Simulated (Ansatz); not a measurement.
# BaZrO$_{3}$: what the fields show

Input

```
crystal:
  lattice:
    - [4.19134, 0.0, 0.0]
    - [0.0, 4.19134, 0.0]
    - [0.0, 0.0, 4.19134]
  atoms:
    - { symbol: Ba, position: [0.0, 0.0, 0.0] }
    - { symbol: Zr, position: [0.5, 0.5, 0.5] }
    - { symbol: O, position: [0.5, 0.5, 0.0] }
    - { symbol: O, position: [0.5, 0.0, 0.5] }
    - { symbol: O, position: [0.0, 0.5, 0.5] }
hamiltonian:
  xc: hse06
  pseudopotentials: { kind: paw }
kpoints:
  mp_grid: { grid: [4, 4, 4] }
  band_path:
    path:
      - [[0.0, 0.0, 0.0], [0.0, 0.5, 0.0], [0.5, 0.5, 0.0], [0.0, 0.0, 0.0], [0.5, 0.5, 0.5], [0.0, 0.5, 0.0]]
      - [[0.5, 0.5, 0.0], [0.5, 0.5, 0.5]]
    npoints: 4
scf:
  occupations: { method: fermi_dirac, width: 0.05 }
  n_extra_bands: 12
output:
  forces: true
  stress: true
  eigenvalues: true
  fatbands: false
  write_density: true
  write_potential: true
  elf: true
  volumetric_format: npy
```

Below, planes, directions and counts refer to the conventional cell (a = 4.19 Å, b = 4.19 Å, c = 4.19 Å, α = 90.00°, β = 90.00°, γ = 90.00°).

Space group Pm-3m.

Theory: Kohn-Sham DFT of a periodic cell, HSE06, Ansatz PAW (Ansatz).

In a PAW calculation such maps are meaningful between the atoms, not at the nuclei.

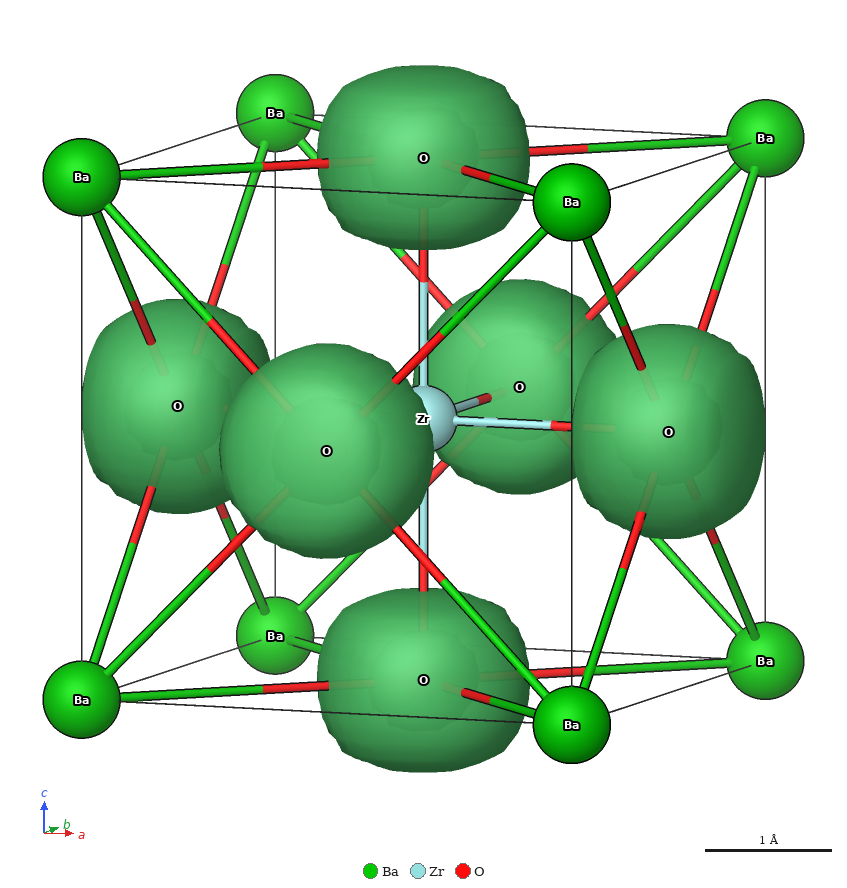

Figure 1. Isosurface of the electron localisation function at 0.75 (green), seen slightly off an axis. Only the valence region is drawn (cores and ρ < 0.01 e/Å³ removed). Sticks mark near contacts.

Q: What do the ELF domains correspond to?

A: The surface consists of three regions wrapped around O (the valence shell of each), counted in one cell of 5 atoms. Any copies at cell faces, edges or corners count once.


Zr–O (2.10 Å): the ELF peaks at about 0.85 in the valence shell of O, 0.6 Å from its nucleus, and drops to about 0.20 between the two atoms (no shared electron pair shows on this line). Ba–O (2.96 Å): the ELF is about 0.10 at the midpoint; an ionic contact with no shared pair.

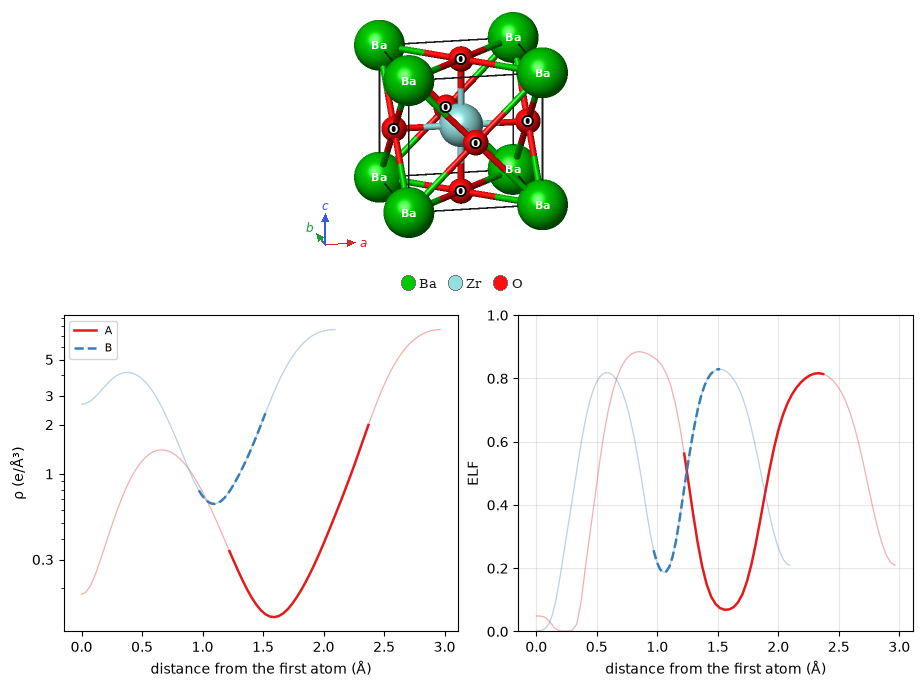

Figure 2. Valence charge density (pseudo) and ELF along straight lines between neighbouring atoms. Thin, pale parts lie inside the atomic spheres. The structure is drawn too.

Q: Which curve belongs to which contact (Ba–O and Zr–O)? The first atom named is at distance zero.

A: Curve A: Ba–O (2.96 Å): ρ at the midpoint is about 0.15 e/Å³; the ELF is about 0.10 at the midpoint (a largely ionic contact). Curve B: Zr–O (2.10 Å): ρ at the midpoint is about 0.67 e/Å³; the ELF peaks at about 0.85 in the valence shell of O, 0.6 Å from its nucleus, and drops to about 0.20 between the two atoms (no localised pair shows between them).

Q: Does the calculation give a band gap?

A: It is gapped, with a Kohn–Sham gap of 4.7 eV on the k-point mesh, an upper bound to the gap of this method.
